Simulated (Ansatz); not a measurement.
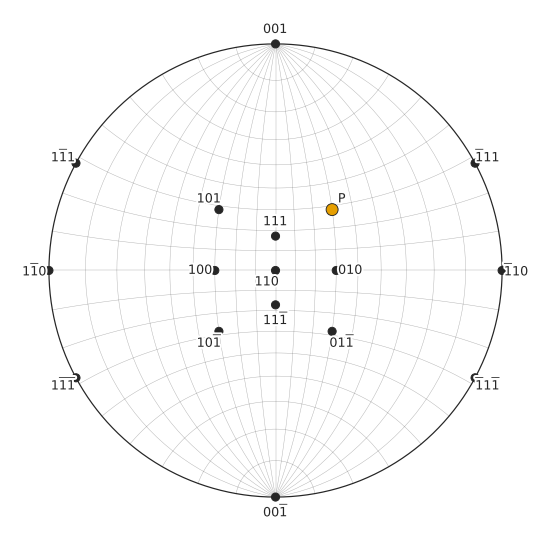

Stereographic projection of plane normals (upper hemisphere) centred on (1 1 0). Crystal: SnSe₂, a calculation's input that goes back to an entry of the Crystallography Open Database (an earlier step may have relaxed or displaced it). The drawing is computed from the coordinates (standard cell, symmetry found to 0.002 Å).

a = 3.811 Å, b = 3.811 Å, c = 6.137 Å, α = 90.00°, β = 90.00°, γ = 120.00°.

Question: Index the pole marked P.

Answer: P is (0 1 1), in four indices (0 1 −1 1), 40.3° from the centre.

Question: What is the angle between the normals of (0 1 −1) and (1 1 −1), and what are their d_hkl = 1/|g|?

Answer: 29.7°; d = 2.907 Å and 1.820 Å.
